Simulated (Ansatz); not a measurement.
The structure in question:

```
Ga P
1.0
     3.57515    0.00000    0.00000
    -1.78757    3.09617    0.00000
     0.00000    0.00000   19.29243
Ga P
6 6
Cartesian
  1.7876 1.0321 14.8302
  1.7876 1.0321 17.3239
  0.0000 2.0641 1.9686
  0.0000 2.0641 4.4622
  0.0000 0.0000 8.3994
  0.0000 0.0000 10.8930
  0.0000 2.0641 13.9688
  0.0000 0.0000 18.1853
  0.0000 0.0000 1.1072
  1.7876 1.0321 5.3236
  1.7876 1.0321 7.5380
  0.0000 2.0641 11.7544
```

Interpret the file: composition, symmetry and coordination.

Answer. Composition: GaP. Space group R-3m (No. 166), lattice rhombohedral (trigonal R). Counting shared atoms by their share gives 6 Ga, 6 P, or 12 atoms. The neighbours of Ga are three P and one Ga in a distorted tetrahedral arrangement (2.24 Å to P, 2.49 Å to Ga). About every P there are three Ga and one P in a tetrahedral arrangement (2.24 Å to Ga, 2.21 Å to P). The bonds build a three-dimensional framework.

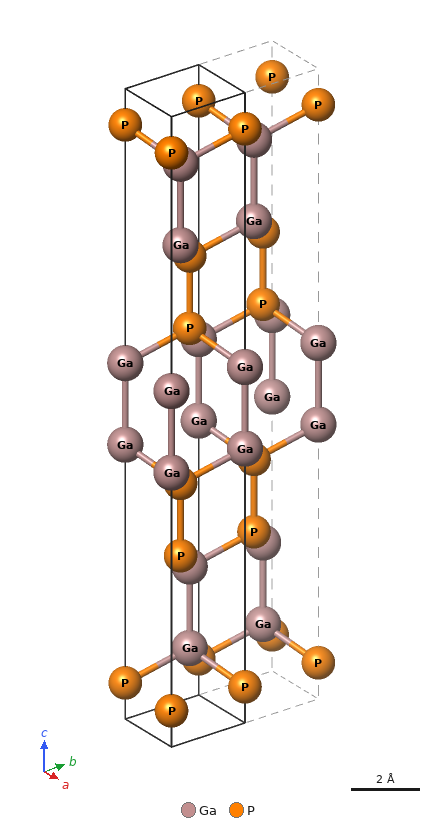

The crystal in a ball-and-stick representation, seen slightly off an axis. The solid box is one conventional unit cell, and 1×2×1 cells are shown. Colours: gallium pink, phosphorus orange.

The structure was taken from a structure listed in the Materials Project. The cell was then strained or its atoms displaced on purpose. A calculation with Ansatz used it as input.

At this level of theory the cell isn't at rest (compressed, at 14 GPa and forces up to 1.1 eV/Å), so its distances can differ from those at equilibrium, the more so the softer the solid.
